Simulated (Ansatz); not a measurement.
## Run report: WSe$_{2}$, geometry relaxation

WSe$_{2}$ (P6₃/mmc, 6 atoms in the cell), computed with DFT PBE+D3(BJ), scalar-relativistic, plane waves, PAW, PAW set soft_1, no spin polarisation (Ansatz 0.2.0).

The structure derives from a Materials Project entry. Figures and captions count atoms from 1; the log counts them from 0 in places.

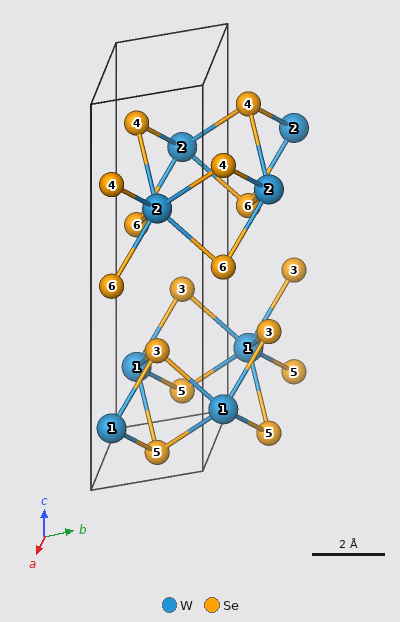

*The input geometry (ball-and-stick view of the cell of the calculation, repeated 2 × 2 × 1, seen at an oblique angle; atoms are numbered from 1 in the order of the input). An atom can appear more than once, as a periodic image.*

Near neighbours in the periodic cell (some may lie outside the picture): W has 6 Se at 2.53 Å; Se has 3 W at 2.53 Å.

Results in brief

```tsv
quantity	value
outcome	converged
space group (tolerance 0.01 Å)	P6₃/mmc (194)
electrons treated	92
free energy	−42654.2452 eV
Fermi energy	13.454 eV
gap on the k-point mesh	1.00 eV
pressure	−0.01 GPa
final volume	119.11 Å³
largest force (length of the vector) at the end	0.002 eV/Å
final cell	a = 3.279 Å, b = 3.279 Å, c = 12.791 Å, α = 90.00°, β = 90.00°, γ = 120.00°
hardware	1 thread of Arm Neoverse V2, 24 GiB of memory available, shared host
wall time	17 s
peak memory	0.44 GiB
```

Notes

Spin–orbit coupling is left out, which matters for W.

The input
```yaml
crystal:
  lattice:
    - [3.2791271834, 0.0, 0.0]
    - [-1.6395635917, 2.839807443, 0.0]
    - [0.0, 0.0, 12.7913423687]
  atoms:
    - { symbol: W, position: [0.6666666667, 0.3333333333, 0.2499834723] }
    - { symbol: W, position: [0.3333333333, 0.6666666667, 0.7500165277] }
    - { symbol: Se, position: [0.3333333333, 0.6666666667, 0.3816503206] }
    - { symbol: Se, position: [0.6666666667, 0.3333333333, 0.881683024] }
    - { symbol: Se, position: [0.3333333333, 0.6666666667, 0.118316976] }
    - { symbol: Se, position: [0.6666666667, 0.3333333333, 0.6183496794] }
basis:
  ecutwfc: 420
kpoints:
  mp_grid: { grid: [9, 9, 2] }
hamiltonian:
  xc: pbe
  pseudopotentials: { kind: paw, azcp: { folder: soft_1 } }
  dispersion: d3bj
scf:
  occupations: { method: gaussian, width: 0.02 }
output:
  forces: true
  stress: true
  eigenvalues: true
relax:
  adjacent_minimum: "off"
  f_tol: 0.005
  max_steps: 80
  cell: { stress_tol: 0.05 }
```

Launched with:
```bash
ansatz run input.yaml --threads 1 --pin off --max-ram 3072MiB --backend cpu --events-out ev --progress --plain --runs-dir out
```

The program's output
```
Engine: ansatz 0.2.0, aarch64-unknown-linux-gnu
Pseudopotentials: kind: paw
Pseudopotential: W, paw, valence charge 14, recommended cutoff 420 eV (normal), [file]
Pseudopotential: Se, paw, valence charge 16, recommended cutoff 420 eV (normal), [file]
Functional definition: PBE
  parameter kappa = 0.804
  parameter beta = 0.06672455060314922
  exchange = pbe_x(kappa = kappa, mu = beta*pi^2/3)
  correlation = pbe_c(beta = beta)
Crystal: 6 atoms, lattice volume = 119.114 Å³
Basis set: ecut = 420 eV, 2347 PW (Γ), exchange–correlation on 48×48×180 points (8 copies of the dense FFT grid, shifted against one another)
Bands: 56, of which v1, the nominal top of the filled ones, is band 46 counted from 1 (45 counted from 0)
Symmetry: 12 space group operations
Space group: P-3m1 (ITA 164), of the structure as read, at distance tolerance 4.9e-5 Å
k-points: 24 of 162
Non-local potential: W, projectors of the file, l = 0: 3, l = 1: 2, l = 2: 2, l = 3: 1
Non-local potential: Se, projectors of the file, l = 0: 2, l = 1: 2, l = 2: 3, l = 3: 1
PAW form: soft (Blöchl's): semilocal exchange-correlation on the pseudo side does not see the compensation charge
PAW one-centre angular grid: W, 590 points (default); XC on 64 Gauss nodes
PAW one-centre angular grid: Se, 590 points (default); XC on 64 Gauss nodes
Initial density: superposition of atomic densities (chi_scale 0.1, normalization cell, long waves kept (reshape's long-wave potential 0.03 eV rms))
Initial wavefunctions: pseudopotential atomic-orbital guess
Functional: x = pbe(κ = 0.804, μ = 0.2195149727645171), c = pbe(β = 0.06672455060314922)
SCF iter   1: F=—  HF=-42655.271845 eV  |F-HF|=—  |Δ(HF+E_count)|=         —  Δρ=3.65e-2  dr2=5.60e0  ethr=3.10e-3  ⟨swp⟩=6.3  Hψ=4791  notcnv=0  defer=1
preconditioner: auto → Resta (q_TF=auto, 2.613 Å⁻¹)  ε∞=6.2  [insulator: Δε(μ)=0.905 eV  Ē_g=8.980 eV  σ=0.020 eV  W_gap=1.00  n_scr=40 (ndim 8)  ℏωp=20.4 eV  f_vac=0.014  D(μ)=0.00/eV (n_scr^D=0)  ε∞_Penn≈6.2]
SCF iter   2: F=—  HF=-42654.470370 eV  |F-HF|=—  |Δ(HF+E_count)|=   8.01e-1  Δρ=2.27e-2  dr2=8.23e-1  ethr=3.10e-3  ⟨swp⟩=2.6  Hψ=1875  notcnv=0  defer=58
SCF iter   3: F=—  HF=-42654.287089 eV  |F-HF|=—  |Δ(HF+E_count)|=   1.83e-1  Δρ=8.86e-3  dr2=2.57e-1  ethr=8.95e-4  ⟨swp⟩=2.0  Hψ=1809  notcnv=0  defer=58
SCF iter   4: F=—  HF=-42654.243033 eV  |F-HF|=—  |Δ(HF+E_count)|=   4.41e-2  Δρ=2.40e-3  dr2=8.93e-3  ethr=2.80e-4  ⟨swp⟩=2.3  Hψ=1819  notcnv=0  defer=58
SCF iter   5: F=—  HF=-42654.244084 eV  |F-HF|=—  |Δ(HF+E_count)|=   1.05e-3  Δρ=1.04e-3  dr2=2.01e-3  ethr=9.71e-6  ⟨swp⟩=2.0  Hψ=2600  notcnv=0  defer=58
SCF iter   6: F=—  HF=-42654.244911 eV  |F-HF|=—  |Δ(HF+E_count)|=   8.28e-4  Δρ=4.07e-4  dr2=2.01e-4  ethr=2.19e-6  ⟨swp⟩=2.0  Hψ=2524  notcnv=0  defer=58
SCF iter   7: F=—  HF=-42654.245181 eV  |F-HF|=—  |Δ(HF+E_count)|=   2.70e-4  Δρ=9.27e-5  dr2=9.04e-6  ethr=2.19e-7  ⟨swp⟩=2.0  Hψ=1730  notcnv=0  defer=58
SCF iter   8: F=—  HF=-42654.245171 eV  |F-HF|=—  |Δ(HF+E_count)|=   1.08e-5  Δρ=3.20e-5  dr2=1.14e-6  ethr=9.83e-9  ⟨swp⟩=2.0  Hψ=2343  notcnv=0  defer=58
SCF iter   9: F=-42654.245173 eV  HF=-42654.245173 eV  |F-HF|=1.53e-8  |Δ(HF+E_count)|=   2.71e-6  Δρ=9.02e-6  dr2=6.66e-8  ethr=1.09e-10  ⟨swp⟩=9.8  Hψ=6493  notcnv=0
SCF 1 converged in 9 iterations: F = -42654.245173 eV  dr2 = 6.66e-8
  greatest PAW one-centre occupation: 1.000 electrons in one spin orbital (limit 2), on the Se atom at site 4 (counted from 0), in its partial waves of l = 2
relax step   1: F+E_penalty+E_count = -42654.24517344 eV  Δ(F+E_penalty+E_count) = +0.000e0 eV  max|allowed force component| = 1.655e-3 eV/Å  Δτ_max = 0.0000 Å  P = -0.009 GPa  Ω = 119.114 Å³  (9 SCF iters, dr2 threshold 1.00e-7 eV, accepted)
Initial density: handed on by an earlier stage of this run
Initial wavefunctions: pseudopotential atomic-orbital guess (no wavefunctions were taken with the density)
iter 1 solved again at ethr=9.84e-8 eV; its pass at ethr=3.10e-3 eV (dr2=9.05e-5 eV) is discarded
SCF iter   1: F=—  HF=-42654.245198 eV  |F-HF|=—  |Δ(HF+E_count)|=         —  Δρ=8.93e-6  dr2=6.14e-8  ethr=9.84e-8  ⟨swp⟩=3.6  Hψ=8360  notcnv=0
preconditioner: auto → Resta (q_TF=auto, 2.613 Å⁻¹)  ε∞=6.1  [insulator: Δε(μ)=0.999 eV  Ē_g=9.011 eV  σ=0.020 eV  W_gap=1.00  n_scr=40 (ndim 8)  ℏωp=20.4 eV  f_vac=0.029  D(μ)=0.00/eV (n_scr^D=0)  ε∞_Penn≈6.1]
SCF iter   2: F=—  HF=-42654.245173 eV  |F-HF|=—  |Δ(HF+E_count)|=   2.41e-5  Δρ=5.55e-6  dr2=2.16e-8  ethr=6.68e-11  ⟨swp⟩=2.6  Hψ=2719  notcnv=0
SCF iter   3: F=—  HF=-42654.245173 eV  |F-HF|=—  |Δ(HF+E_count)|=   1.80e-8  Δρ=2.18e-6  dr2=7.06e-9  ethr=2.35e-11  ⟨swp⟩=2.0  Hψ=1765  notcnv=0
SCF iter   4: F=—  HF=-42654.245173 eV  |F-HF|=—  |Δ(HF+E_count)|=   4.44e-9  Δρ=6.71e-7  dr2=7.62e-10  ethr=7.67e-12  ⟨swp⟩=2.0  Hψ=1734  notcnv=0
SCF iter   5: F=—  HF=-42654.245173 eV  |F-HF|=—  |Δ(HF+E_count)|=  8.88e-10  Δρ=3.14e-7  dr2=1.32e-10  ethr=1.00e-12  ⟨swp⟩=2.0  Hψ=1755  notcnv=0
SCF iter   6: F=-42654.245173 eV  HF=-42654.245173 eV  |F-HF|=7.28e-12  |Δ(HF+E_count)|=  2.98e-10  Δρ=1.38e-7  dr2=2.44e-11  ethr=1.00e-12  ⟨swp⟩=4.3  Hψ=4770  notcnv=0
SCF 2 converged in 6 iterations: F = -42654.245173 eV  dr2 = 2.44e-11
relax step   2: F+E_penalty+E_count = -42654.24517348 eV  Δ(F+E_penalty+E_count) = -3.203e-8 eV  max|allowed force component| = 1.596e-3 eV/Å  Δτ_max = 0.0000 Å  P = -0.009 GPa  Ω = 119.114 Å³  stress off target by 9.66e-3 GPa  SCF on the basis re-selected at this cell (its energy is not comparable with the rows above)  (6 SCF iters)
```

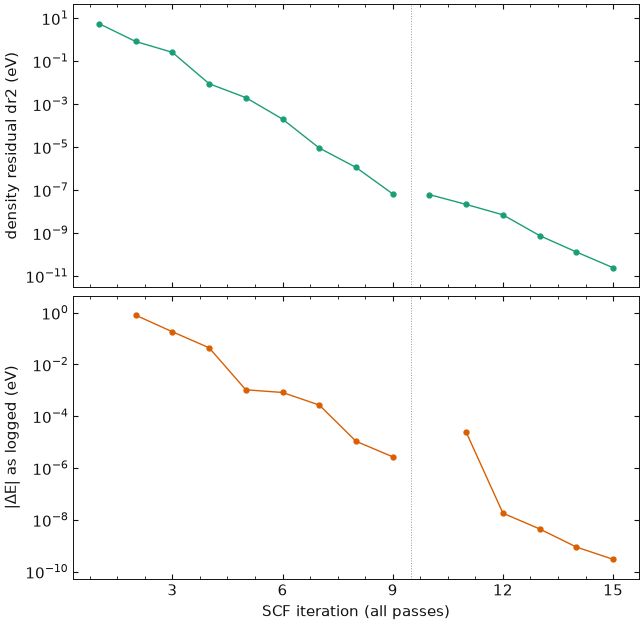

*Convergence of the self-consistent field: density residual dr2 and size of the energy change against the SCF iteration. The dotted lines part the SCF passes of the relaxation: geometry steps, rejected trials and re-solves on a re-selected basis.*

The passes take 9 and 6 iterations.

```
basis re-selected at this cell: Δ(F+E_penalty+E_count) = -3.203e-8 eV, ΔP = +0.000 GPa vs the last step (what re-selecting the basis moved, of the pressure what is left beyond the Pulay correction that the steps carried, after the strain that the cell walked since its last selection, with what the two solves' SCF thresholds leave and, on support functions, any second-order correction that the steps lacked; it is no measure of the basis error at this ecutwfc). This SCF's stress stands 9.66e-3 GPa from its target on what of the cell is left free (relax.cell.stress_tol is 5.00e-2 GPa) and its largest allowed force component is 1.60e-3 eV/Å (relax.f_tol is 5.00e-3 eV/Å): within both
SCF converged after 6 iterations
Free energy (F): -42654.245173 eV
Harris-Foulkes:  -42654.245173 eV  (|F-HF|=7.28e-12)
Internal energy: -42654.245173 eV  (E = F + TS)
E sigma→0 (E₀):  -42654.245173 eV
Fermi energy:    13.453547 eV
--- Per-component energies (eV) ---
  E_band       = -1685.716161
  E_kinetic    = 1290.416279
  E_local      = -11869.686911  (includes V_loc(G=0)·N_el)
  E_nonlocal   = -1467.601931
  E_hartree    = 6132.080806
  E_xc         = -878.193766
  E_vxc        = -827.669172  (∫ρ·V_xc dr)
  E_paw        = -25675.007276  (= ΣΔE_a)
  E_vpaw       = -1075.334603  (= ΣTr[D̂ρ^β])
  E_aug_tail   = -0.001258  (compensation charges beyond the density's cutoff)
  E_ewald      = -10183.398342
  E_disp       = -2.852774  (pairwise vdW)
  E_smearing   = -0.000000  (= −TS)
  E_closure    = -0.000000  (closes the sum)
  Σ components = -42654.245173   (vs F -42654.245173, Δ=0.00e0)
--- Forces (eV/Å), atoms counted from 1 ---
  atom   1  W      0.00000000    -0.00000000     0.00017430
  atom   2  W      0.00000000     0.00000000    -0.00017430
  atom   3  Se     0.00000000     0.00000000     0.00159573
  atom   4  Se     0.00000000    -0.00000000     0.00123986
  atom   5  Se     0.00000000     0.00000000    -0.00123986
  atom   6  Se     0.00000000    -0.00000000    -0.00159573
  max |Σ_I F_I| component: 2.31e-18 eV/Å
--- Stress (GPa, compression-positive) ---
       -0.008745       0.000000      -0.000000
        0.000000      -0.008745       0.000000
       -0.000000       0.000000      -0.009660
  P = ⅓ Tr σ = -0.0090 GPa (-0.090 kbar)
--- Band table (eV; the first three rows and the last of 24) ---
  k-point 0: bands = ["-61.3298", "-61.3298", "-34.9264", "-34.9264", "-34.9263", "-34.9263", "-34.9259", "-34.9259", "-34.9258", "-34.9258", "-34.8994", "-34.8994", "-34.8989", "-34.8989", "-34.8983", "-34.8983", "-34.8978", "-34.8978", "-34.8884", "-34.8880", "-34.8864", "-34.8860", "-25.5930", "-25.5929", "-25.4511", "-25.4511", "-25.4511", "-25.4511", "-2.3989", "-2.0824", "-1.2664", "-0.7469", "5.6881", "6.9582", "9.1622", "10.3199", "10.3199", "10.3421", "10.3421", "11.4294", "11.4294", "11.5001", "11.5001", "11.7601", "11.9912", "12.9545", "15.5875", "15.5875", "15.6360", "15.6360", "15.6524", "15.6524", "15.8952", "15.8952", "17.5134", "18.1942"]
  k-point 1: bands = ["-61.3298", "-61.3298", "-34.9264", "-34.9264", "-34.9264", "-34.9264", "-34.9258", "-34.9258", "-34.9258", "-34.9258", "-34.8992", "-34.8992", "-34.8992", "-34.8992", "-34.8980", "-34.8980", "-34.8980", "-34.8980", "-34.8882", "-34.8882", "-34.8862", "-34.8862", "-25.5930", "-25.5930", "-25.4512", "-25.4512", "-25.4512", "-25.4512", "-2.2700", "-2.2697", "-0.9813", "-0.9809", "6.2050", "6.2057", "10.2929", "10.2936", "10.3307", "10.3307", "10.3307", "10.3307", "11.4646", "11.4646", "11.4647", "11.4647", "12.7493", "12.7499", "15.5868", "15.5868", "15.5870", "15.5870", "15.7978", "15.7978", "15.7980", "15.7980", "17.8861", "17.8861"]
  k-point 2: bands = ["-61.3286", "-61.3286", "-34.9263", "-34.9262", "-34.9260", "-34.9259", "-34.9259", "-34.9258", "-34.9253", "-34.9253", "-34.8995", "-34.8995", "-34.8990", "-34.8990", "-34.8986", "-34.8983", "-34.8982", "-34.8979", "-34.8881", "-34.8878", "-34.8861", "-34.8857", "-25.5871", "-25.5871", "-25.4798", "-25.4798", "-25.4578", "-25.4578", "-2.2110", "-1.8964", "-1.1588", "-0.6617", "5.9298", "7.1962", "9.0036", "9.7606", "9.8092", "10.4915", "10.5298", "10.6989", "11.1164", "11.2008", "11.3494", "11.8064", "12.1273", "12.6273", "15.0851", "15.2872", "15.3819", "15.4011", "15.4246", "15.6915", "15.8447", "16.0009", "18.4664", "19.0361"]
  k-point 23: bands = ["-61.3178", "-61.3178", "-34.9246", "-34.9246", "-34.9233", "-34.9233", "-34.9232", "-34.9232", "-34.9230", "-34.9230", "-34.9011", "-34.9011", "-34.9002", "-34.9002", "-34.8993", "-34.8992", "-34.8992", "-34.8992", "-34.8859", "-34.8859", "-34.8836", "-34.8836", "-25.6319", "-25.6319", "-25.6057", "-25.6057", "-25.5367", "-25.5367", "0.1059", "0.1059", "0.1867", "0.1867", "7.1611", "7.1613", "7.2606", "7.2606", "8.2151", "8.2153", "8.5159", "8.5159", "9.5485", "9.5485", "10.1573", "10.1573", "12.5942", "12.5943", "14.3319", "14.3319", "15.3067", "15.3073", "16.1333", "16.1333", "17.2898", "17.2898", "19.1840", "19.1840"]
--- Relaxed structure (1 steps of the walk, 1 accepted, 1 SCFs on fresh bases) ---
  F+E_penalty+E_count = -42654.24517348 eV   max|allowed force component| = 1.596e-3 eV/Å   (the final SCF, on the basis selected at the relaxed cell)
  cell:  # Å, volume = 119.1141 Å³
    - [3.279127183362753, 0.0, 0.0]
    - [-1.6395635916813764, 2.839807443032257, 0.0]
    - [0.0, 0.0, 12.7913423687]
  atoms:
    - { symbol: W, position: [0.6666666666666666, 0.3333333333333333, 0.24998347230000004] }
    - { symbol: W, position: [0.3333333333333333, 0.6666666666666666, 0.7500165277000002] }
    - { symbol: Se, position: [0.3333333333333333, 0.6666666666666666, 0.38165032060000004] }
    - { symbol: Se, position: [0.6666666666666666, 0.3333333333333333, 0.881683024] }
    - { symbol: Se, position: [0.3333333333333333, 0.6666666666666666, 0.118316976] }
    - { symbol: Se, position: [0.6666666666666666, 0.3333333333333333, 0.6183496794000001] }
```

Trajectory as extended XYZ (Å, eV, eV/Å), 2 frames, from step=1 to step=2
```
6
Lattice="3.2791 0.0000 0.0000 -1.6396 2.8398 0.0000 0.0000 0.0000 12.7913" Properties=species:S:1:pos:R:3:forces:R:3 step=1 energy=-42654.24517 pressure_GPa=-0.01
W     1.6396    0.9466    3.1976    0.0000   0.0000   0.0001
W     0.0000    1.8932    9.5937    0.0000   0.0000  -0.0001
Se    0.0000    1.8932    4.8818    0.0000   0.0000   0.0017
Se    1.6396    0.9466   11.2779    0.0000   0.0000   0.0013
Se    0.0000    1.8932    1.5134    0.0000   0.0000  -0.0013
Se    1.6396    0.9466    7.9095    0.0000   0.0000  -0.0017
6
Lattice="3.2791 0.0000 0.0000 -1.6396 2.8398 0.0000 0.0000 0.0000 12.7913" Properties=species:S:1:pos:R:3:forces:R:3 step=2 energy=-42654.24517 pressure_GPa=-0.01
W     1.6396    0.9466    3.1976    0.0000   0.0000   0.0002
W     0.0000    1.8932    9.5937    0.0000   0.0000  -0.0002
Se    0.0000    1.8932    4.8818    0.0000   0.0000   0.0016
Se    1.6396    0.9466   11.2779    0.0000   0.0000   0.0012
Se    0.0000    1.8932    1.5134    0.0000   0.0000  -0.0012
Se    1.6396    0.9466    7.9095    0.0000   0.0000  -0.0016
```
